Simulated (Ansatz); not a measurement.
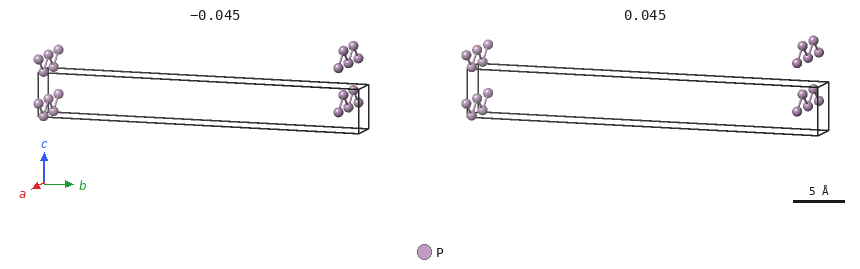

A crystal of P (set up in Pmna), under equal strain along all axes (cell held, atoms relaxed), with energies (extrapolated to zero smearing) counted from the relaxed crystal, which is the row at zero. The picture shows the first and the last member. Style: ball-and-stick. Shown: the cell of the calculation, repeated 2 × 1 × 2 with one cell outlined, slightly off an axis.

Computed with Ansatz 0.2.0: DFT r2SCAN, scalar-relativistic, plane waves, PAW. Settings: plane-wave cutoff 500 eV; k-point mesh 8 × 1 × 6; occupations gaussian; smearing width 0.02 eV; no spin polarisation; atoms relaxed in a fixed cell; force threshold 0.008 eV/Å.

| strain | energy (meV/atom) | a (Å) | b (Å) | c (Å) | band gap (eV) |
| --- | --- | --- | --- | --- | --- |
| −0.045 | 49.67 | 3.142 | 33.290 | 4.428 | 0.56 |
| −0.03 | ? | ? | ? | ? | ? |
| −0.015 | 5.10 | 3.241 | 34.336 | 4.567 | 0.93 |
| 0.0 | 0.00 | 3.290 | 34.859 | 4.636 | 1.09 |
| 0.015 | 4.72 | 3.340 | 35.381 | 4.706 | 1.24 |
| 0.03 | 18.16 | 3.389 | 35.904 | 4.775 | 1.39 |
| 0.045 | 39.27 | 3.439 | 36.427 | 4.845 | 1.27 |

> Fill in the missing row.

A parabola through three neighbouring rows (−0.045, −0.015, 0.0) gives, with Lagrange weights, (0.3333)(49.67) + (1.0000)(5.10) + (−0.3333)(0.00) = 21.66 meV/atom. The calculation gives 21.21 meV/atom (a = 3.192 Å, b = 33.813 Å, c = 4.497 Å). The estimate is 0.45 meV/atom too high. For the gap a parabola through the rows −0.045, −0.015, 0.0 gives 0.75 eV, and the calculation 0.75 eV (semilocal gaps, lower than measured ones as a rule). From the first member to the last: P–P 2.163 → 2.254 Å, P–P 2.242 → 2.255 Å.

The whole series:

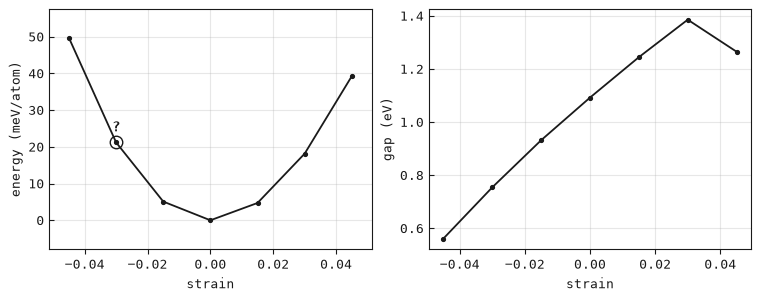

Limits of the set-up: layers or molecules are held without a dispersion correction, so their spacing is unreliable.
